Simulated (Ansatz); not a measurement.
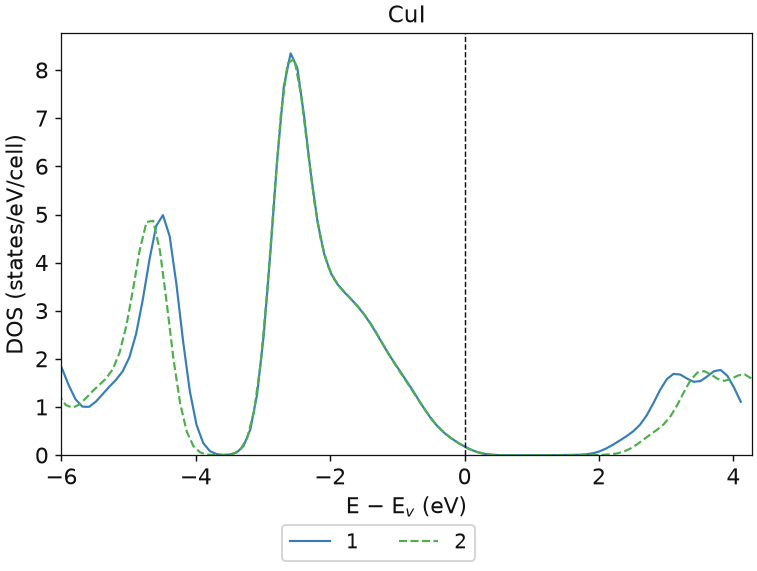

Total densities of states of zincblende CuI, space group F-43m, 2 atoms in the primitive cell, relaxed with r2SCAN, then under −4.56 % hydrostatic strain (cubic a = 5.749 Å), by two methods on the same cell. The DOS curves are built from the levels of the k mesh with Gaussians 0.55 eV wide, which also blur the band edges; ripples of that width can come from the mesh. Each is counted from its own valence-band top.

### Which curve is which? The methods: r2SCAN, PBE.

1 is PBE; 2 is r2SCAN. PBE gives a gap of 1.60 eV and r2SCAN gives a gap of 2.13 eV.

Settings. PBE: Ansatz PAW set, no spin polarisation, no spin-orbit coupling, 8×8×8 k mesh, 420 eV cutoff, Fermi-Dirac smearing of 0.02 eV (Ansatz). r2SCAN: Ansatz PAW set, no spin polarisation, no spin-orbit coupling, 8×8×8 k mesh, 500 eV cutoff, fixed occupations (Ansatz).

Gaps are the smallest over all k points computed. The cell is at 9 GPa in r2SCAN and 10 GPa in PBE. Spin-orbit coupling is left out, which matters for I. LDA, GGA and most meta-GGA functionals understate gaps. r2SCAN: the PAW data sets were made with another functional.
